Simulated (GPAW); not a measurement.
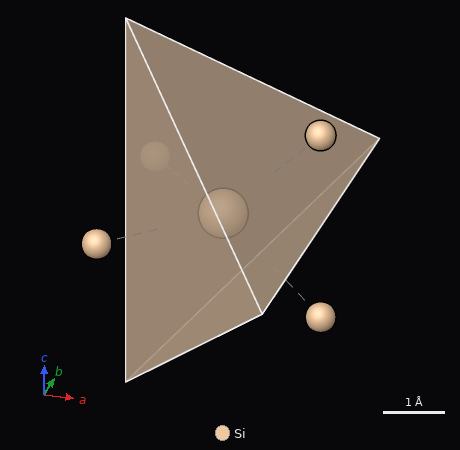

Voronoi cell (the region closer to this atom than to any other), computed from the atomic positions without radii. Central atom: Si (12d) in Si; faces take the colour of the neighbour behind them. Source: a cell listed in the Materials Project, as set up for an electronic-structure calculation.

Si, space group Im-3m (No. 229), a = 6.672 Å, b = 6.672 Å, c = 6.672 Å, α = 90.00°, β = 90.00°, γ = 90.00°

```json
{"site": "Si", "Wyckoff": "12d", "x": "0.2500", "y": "0.0000", "z": "0.5000"}
```

> Give the Voronoi index ⟨n3,n4,n5,n6,…⟩ (numbers of faces with 3, 4, 5, 6 … edges).

4 faces, index ⟨4,0,0,0⟩.

> What is the volume of this Voronoi cell?

24.8 Å³, equal to the mean volume per atom.

> Which neighbours share a face with the central atom?

4 Si (100 % of the solid angle).
